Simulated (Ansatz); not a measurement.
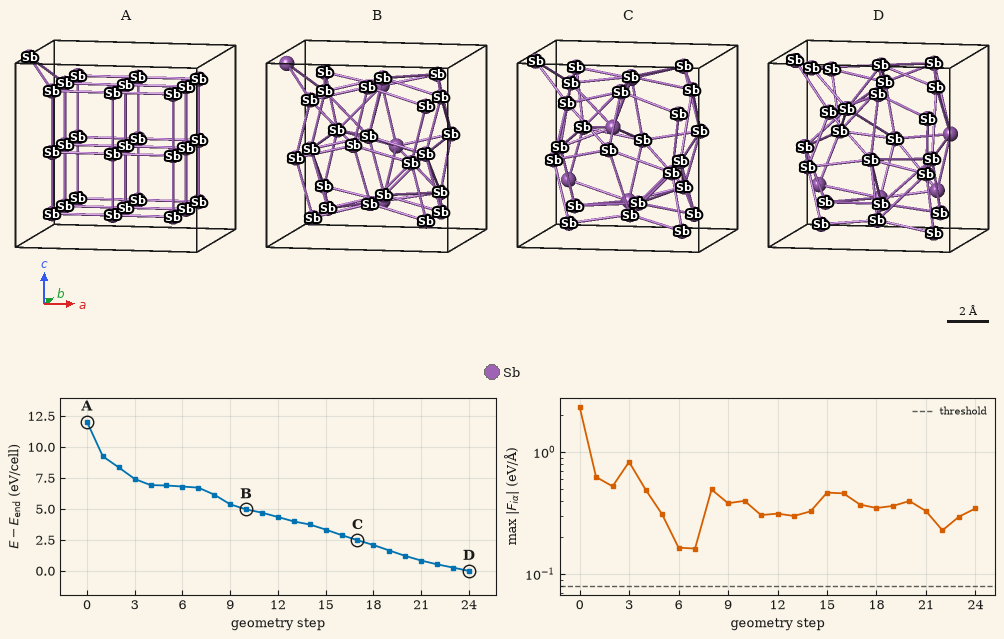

Frames of a relaxation of a defect cell of composition Sb, marked on the history of the run. Style: ball-and-stick. Shown: the cell of the calculation (origin shifted), from a free direction.

It is an interstitial Sb in Pm-3m Sb. The run prepares the start of a later molecular dynamics calculation, from a guessed geometry.

All numbers below come from DFT PBEsol, scalar-relativistic, plane waves, PAW in Ansatz 0.2.0. (plane-wave cutoff 420 eV; k-point mesh 1 × 1 × 1; occupations fermi dirac; smearing width 0.15 eV; no spin polarisation; atoms relaxed in a fixed cell; force threshold 0.08 eV/Å; at most 25 steps)

> Describe the path.

The relaxation stopped without meeting its thresholds, so the last structure isn't shown to be converged. It used up its limit of 25 steps. A Sb atom moves most: 2.58 Å along [−2 1 2]. The cell doesn't change. Among the contacts that change: Sb–Sb 3.083 → 5.395 Å, Sb–Sb 5.341 → 3.048 Å, Sb–Sb 3.083 → 5.217 Å, Sb–Sb 5.341 → 3.305 Å. New bonds form, among them: Sb–Sb (4.36 → 2.80 Å), Sb–Sb (5.34 → 3.05 Å), Sb–Sb (5.34 → 3.31 Å). Bonds break, among them: Sb–Sb (2.67 → 3.88 Å). Bond angles that change, for instance: Sb–Sb–Sb 90.0° → 168.7°, Sb–Sb–Sb 180.0° → 110.3°, Sb–Sb–Sb 126.3° → 63.8°. The energy falls by 12.048 eV per cell of the calculation in 24 geometry steps. The largest force component goes from 2.4 to 0.35 eV/Å. From step 0 to 10: Sb atoms move most (0.74 Å), energy −7.081 eV per cell of the calculation. From step 10 to 17: a Sb atom moves most (0.88 Å), energy −2.486 eV per cell of the calculation. From step 17 to 24: a Sb atom moves most (1.28 Å), energy −2.480 eV per cell of the calculation.

| step | E − E(0), meV/atom | largest force component, eV/Å |
| --- | --- | --- |
| 0 | 0.00 | 2.3587 |
| 1 | -99.98 | 0.6257 |
| 2 | -131.91 | 0.5241 |
| 3 | -165.06 | 0.8321 |
| 4 | -182.93 | 0.4930 |
| 5 | -184.01 | 0.3096 |
| 6 | -187.03 | 0.1647 |
| 7 | -190.21 | 0.1618 |
| 8 | -210.35 | 0.4940 |
| 9 | -238.20 | 0.3810 |
| 10 | -252.91 | 0.3987 |
| 11 | -262.35 | 0.3046 |
| 12 | -274.84 | 0.3130 |
| 13 | -287.61 | 0.2996 |
| 14 | -296.42 | 0.3268 |
| 15 | -311.05 | 0.4656 |
| 16 | -326.96 | 0.4590 |
| 17 | -341.70 | 0.3716 |
| 18 | -355.51 | 0.3481 |
| 19 | -371.38 | 0.3622 |
| 20 | -386.93 | 0.3973 |
| 21 | -400.30 | 0.3283 |
| 22 | -411.21 | 0.2282 |
| 23 | -420.57 | 0.2955 |
| 24 | -430.28 | 0.3454 |

Limits of the set-up: the program's low-accuracy preset was used.
